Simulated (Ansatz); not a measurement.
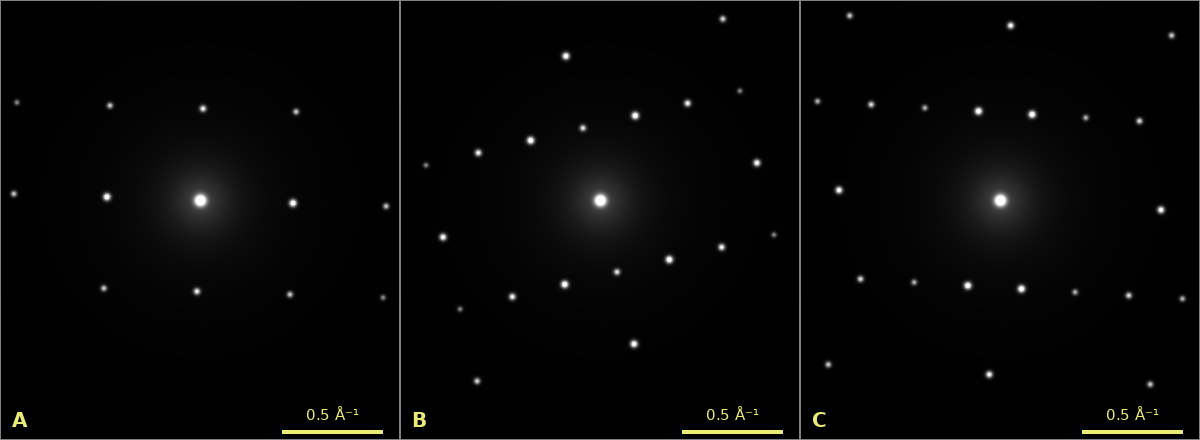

Simulated selected-area electron diffraction patterns (300 kV, kinematic approximation, thin crystal, B = 0.5 Å² for all atoms).

All three come from Os, space group P6/mmm (No. 191), a = 4.30 Å, c = 2.70 Å (hexagonal axes). Structure: the geometry relaxed with DFT, r2SCAN, plane waves (500 eV) with PAW, scalar-relativistic (Ansatz 0.2.0); the starting structure was generated, so it need not be a known form of this composition.

> Assign the zone axes [100], [101], [212] to A, B and C.

A is [212]: rectangular net of -1 0 1 at d = 2.19 Å and -1 2 0 at d = 2.15 Å, at 90.0°. B is [100]: rectangular net of 0 1 0 (itself too weak to see) at d = 3.72 Å and 0 0 1 at d = 2.70 Å, at 90.0°. C is [101]: centred rectangular net of 0 1 0 (itself too weak to see) at d = 3.72 Å and 1 0 -1 at d = 2.19 Å, at 72.9°.
